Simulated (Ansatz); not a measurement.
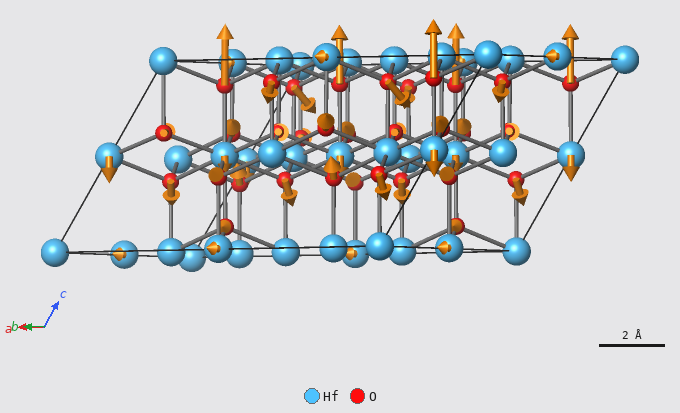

A relaxation of a crystal of Hf8O13 (a generated structure, set up in P1) (coarse preliminary run). The starting structure is drawn; orange arrows show the displacements (the part carried along by the change of the cell is left out), magnified 3 times.

Style: ball-and-stick. Shown: the larger cell on standard axes (2 times the calculation's cell), from a free direction.

Case: 3 of 16 O atoms taken out at random.

Computed with DFT PBE, scalar-relativistic, plane waves, PAW (Ansatz).

Input
```yaml
crystal:
  lattice:
    - [-5.0976115218, 5.0976115218, 0.0]
    - [-5.0976115218, 0.0, 5.0976115218]
    - [0.0, 5.0976115218, 5.0976115218]
  atoms:
    - { symbol: Hf, position: [0.0013101572, 0.0039141651, 0.4996721193] }
    - { symbol: Hf, position: [0.495500635, 0.0014487729, 0.5055734219] }
    - { symbol: Hf, position: [0.9977437328, 0.5015413864, 0.5041073224] }
    - { symbol: Hf, position: [0.9996839795, 0.9979471693, 0.0010512964] }
    - { symbol: Hf, position: [0.4962457874, 0.4994729573, 0.5030287218] }
    - { symbol: Hf, position: [0.5011195358, 0.0004119434, 0.0010842767] }
    - { symbol: Hf, position: [0.0011561675, 0.5012548445, 0.9975845749] }
    - { symbol: Hf, position: [0.4993911644, 0.5059848335, 0.9944987568] }
    - { symbol: O, position: [0.3764861018, 0.8756753456, 0.3764697465] }
    - { symbol: O, position: [0.8749447213, 0.3765402478, 0.3721999471] }
    - { symbol: O, position: [0.8740376093, 0.8781676571, 0.8658154984] }
    - { symbol: O, position: [0.3758430622, 0.8832318923, 0.8681722889] }
    - { symbol: O, position: [0.3755436871, 0.3700683518, 0.8777452006] }
    - { symbol: O, position: [0.6243312369, 0.6251737537, 0.1233402168] }
    - { symbol: O, position: [0.1298816817, 0.6264472847, 0.1241405354] }
    - { symbol: O, position: [0.6232660327, 0.1224519961, 0.1290302688] }
    - { symbol: O, position: [0.6247379453, 0.6228438231, 0.6264215411] }
    - { symbol: O, position: [0.1295967416, 0.1211492114, 0.1270124057] }
    - { symbol: O, position: [0.121528585, 0.6276989444, 0.6247681924] }
    - { symbol: O, position: [0.6232018593, 0.1295317517, 0.6270474514] }
    - { symbol: O, position: [0.1204686876, 0.1271537897, 0.6290152065] }
  symmetry: { detect: false }
basis:
  ecutwfc: 420
kpoints:
  mp_grid: { grid: [2, 2, 2], shift: [0.5, 0.5, 0.5] }
hamiltonian:
  xc: pbe
scf:
  occupations: { method: gaussian, width: 0.1 }
  lower_state_search: "off"
output:
  forces: true
  stress: true
  eigenvalues: true
relax:
  adjacent_minimum: "off"
  f_tol: 0.04
  max_steps: 50
  cell: { stress_tol: 0.3 }
```

Run as
```bash
ansatz run input.yaml --threads 4 --pin off --max-ram 9216MiB --backend cpu --events-out ev --progress --plain --runs-dir out
```

### Atoms of which element are displaced furthest, and by how much?

Oxygen: up to 0.64 Å, against 0.28 Å for hafnium.

### What happened in the run?

After 11 accepted moves (13 points after the start) the energy has fallen by 78.9 meV per atom. Largest force component: 0.93 eV/Å at the start, 0.023 eV/Å at the end. The pressure goes from −3.79 to 0.06 GPa. The line search rejected the trial step at point 7 of the run. At 1 point the geometry stayed and the basis and grid were re-selected for the new cell (energy shift of 0.6 meV per atom at most each time). O16 moves most relative to the cell: 0.64 Å roughly along [1 0 3]. Largest moves by element: O 0.64 Å, Hf 0.28 Å. Cell: a 12.487 → 12.174 Å (−2.5 %), b 7.209 → 7.234 Å (+0.3 %), c 7.209 → 7.256 Å (+0.7 %), α 90.0° → 88.4°, β 125.3° → 124.0°, γ 90.0° → 92.6°. Volume −0.1 %. Some distances before and after: Hf7–O15 2.240 → 3.188 Å, Hf6–O16 2.191 → 3.078 Å, Hf1–O11 2.156 → 2.720 Å, Hf2–O21 2.208 → 2.699 Å. Bonds break, among them: Hf6–O16 (2.19 → 3.08 Å), Hf7–O15 (2.24 → 3.19 Å). Bond angles that change, for instance: O10–Hf7–O19 179.1° → 155.3°, O16–Hf4–O18 109.8° → 87.0°, O14–Hf8–O15 108.9° → 86.4°. The space group stays P1 (No. 1).
